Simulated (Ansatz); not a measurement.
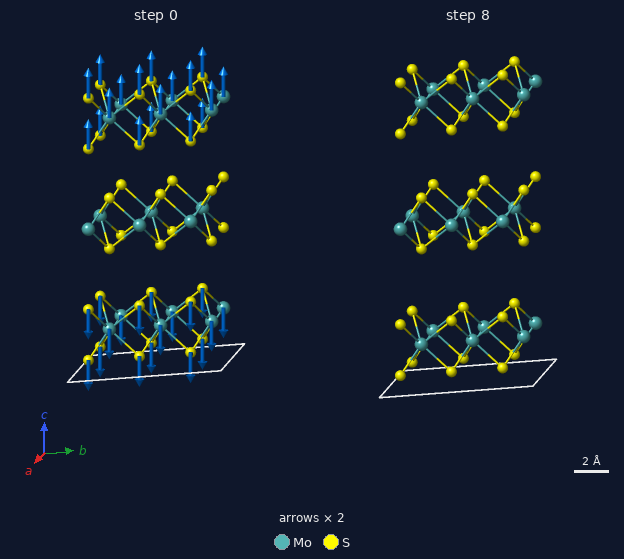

The structure of a crystal of MoS₂ (set up in Pm) before (left) and after (right) a relaxation, at one scale. The blue arrows give the displacements, 2 times their true length.

Style: ball-and-stick. Shown: the 2 × 3 repeat of the cell, outlined in the plane, without the vacuum, slightly off an axis.

The run lets the atoms move in a fixed cell, from this start: strain = 0.02. The cell is held at a strain of 2.0 % (one member of a series).

All numbers below come from Ansatz, Kohn-Sham DFT of a periodic cell, PBE, Ansatz PAW.

Input file:
```yaml
crystal:
  lattice:
    - [3.1840155185, 0.0318401552, 0.0]
    - [-1.564433376, 2.7415182474, 0.0]
    - [0.0, 0.0, 28.3873198]
  atoms:
    - { symbol: Mo, position: [0.3333333333, 0.6666666667, 0.22816477] }
    - { symbol: Mo, position: [0.3333333333, 0.6666666667, 0.77183523] }
    - { symbol: Mo, position: [0.6666666667, 0.3333333333, 0.0] }
    - { symbol: S, position: [0.6666666667, 0.3333333333, 0.17349309] }
    - { symbol: S, position: [0.6666666667, 0.3333333333, 0.71718751] }
    - { symbol: S, position: [0.3333333333, 0.6666666667, 0.94533412] }
    - { symbol: S, position: [0.6666666667, 0.3333333333, 0.28281249] }
    - { symbol: S, position: [0.6666666667, 0.3333333333, 0.82650691] }
    - { symbol: S, position: [0.3333333333, 0.6666666667, 0.05466588] }
hamiltonian:
  xc: pbe
  pseudopotentials: { kind: paw }
kpoints:
  mp_grid: { grid: [7, 7, 1] }
scf:
  occupations: { method: fermi_dirac, width: 0.05 }
output:
  forces: true
  stress: true
  eigenvalues: true
relax:
  f_tol: 0.01
  max_steps: 40
```

Launched with:
```bash
ansatz run input.yaml --threads 4 --pin off --max-ram 11264MiB --backend cpu --events-out ev --progress --plain --runs-dir out
```

### What changed between the two?

The largest moves relative to the layer's centre, 0.94 Å, are those of S atoms. By element the largest moves are S 0.94 Å, Mo 0.93 Å. The cell stays as it was. Near-neighbour distances that change, for instance: Mo–S 2.394 → 2.405 Å. The space group stays Pm (No. 6). Over 8 geometry steps the energy falls by 4.1 meV per atom. Largest force component: 0.22 eV/Å at the start, under 0.0001 eV/Å at the end. The run took 2.1 min on 4 threads of Arm Neoverse N1, with other jobs on the host, peak memory 0.74 GiB.

Limits of the set-up: layers or molecules are held without a dispersion correction, so their spacing is unreliable.
